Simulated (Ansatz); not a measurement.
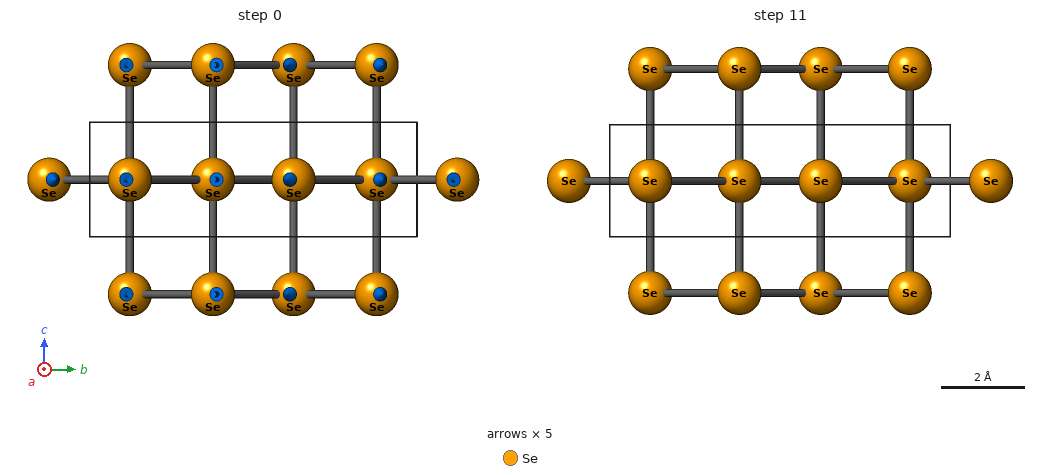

The structure of crystalline Se (built on the database_18 type) before (left) and after (right) a relaxation, at one scale. The blue arrows give the displacements (the part carried along by the change of the cell is left out), magnified 5 times.

The picture is a ball-and-stick view of the cell of the calculation, seen along the a axis.

Case: structure listed in a database for this formula (P2_12_12, No. 18).

Method: DFT PBEsol, scalar-relativistic, plane waves, PAW in Ansatz. (plane-wave cutoff 420 eV; k-point mesh 10 × 6 × 16; occupations gaussian; smearing width 0.1 eV; no spin polarisation; cell and atoms relaxed; force threshold 0.01 eV/Å; at most 80 steps)

**Summarise the run.**

The largest moves relative to the cell, 0.13 Å, are those of Se atoms. The drawn cell changes as follows: a 4.000 → 4.109 Å (+2.7 %), b 7.912 → 8.237 Å (+4.1 %), c 2.770 → 2.707 Å (−2.3 %); the volume changes by +4.5 %. Among the contacts that change: Se–Se 2.834 → 2.977 Å, Se–Se 2.592 → 2.473 Å, Se–Se 2.770 → 2.707 Å. Among the angles between lasting bonds that change: Se–Se–Se 93.8° → 98.9°, Se–Se–Se 176.4° → 173.8°, Se–Se–Se 89.8° → 87.3°. The space group stays Pbam (No. 55). The energy falls by 11.1 meV per atom in 6 accepted moves (11 points after the start). The largest force component goes from 0.028 to 0.00033 eV/Å. The pressure goes from 0.07 to 0.00 GPa. The line search rejected the trial steps at points 2, 3, 6, 7 of the run. At 1 point the geometry stayed and the basis and grid were re-selected for the new cell (energy shift of 0.1 meV per atom at most each time). The run took about 3 core-minutes on a shared host.
